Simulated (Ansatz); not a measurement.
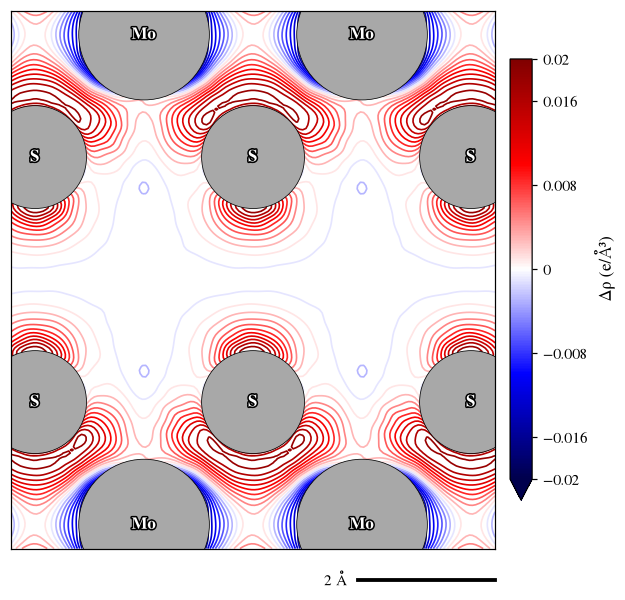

MoS2. Difference of the valence pseudo-densities of two functionals at the same geometry, on the (011) plane of the calculation cell: one of PBEsol and r2SCAN0 less the other.

Space group R-3m.

Both computed with Ansatz (plane waves, PAW), on the same k-point mesh. Grey discs cover the atomic cores.

```
Mo S
1.0
     3.17100    0.00000    0.00000
    -1.58550    0.91539    6.11500
     1.58550   -2.74617    0.00000
Mo S
1 2
Direct
  0.00000 0.00000 0.00000
  0.25000 0.75000 0.25000
  0.75000 0.25000 0.75000
```

Which was subtracted from which, and what does the map show?

It is r2SCAN0 less PBEsol. Against PBEsol, r2SCAN0 gives more density around S (+0.010 e/Å³ on average at 0.9 Å from the nucleus) and a change of +0.008 e/Å³ at the midpoint of Mo–S.
